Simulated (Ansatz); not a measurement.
RbCl, space group Fm-3m (No. 225), a = 6.611 Å, b = 6.611 Å, c = 6.611 Å, α = 90.00°, β = 90.00°, γ = 90.00°

```csv
site,Wyckoff,x,y,z
Rb,4a,0.0000,0.0000,0.0000
Cl,4b,0.5000,0.0000,0.0000
```

Source: a calculation's input that goes back to an entry of the Crystallography Open Database (an earlier step may have relaxed or displaced it).

Describe the coordination of Rb.

RbCl6: an essentially ideal octahedron (coordination number 6, S = 0.00; next best trigonal prism, S = 16.7). Bonds: 6 × Rb–Cl 3.31 Å. The next neighbour, not counted, lies at 4.68 Å.

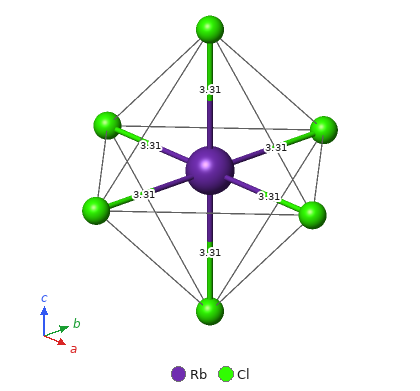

The polyhedron about Rb. The shape measure S (0 to 100) is the computed least-squares distance from an ideal polyhedron; S = 0 means ideal.
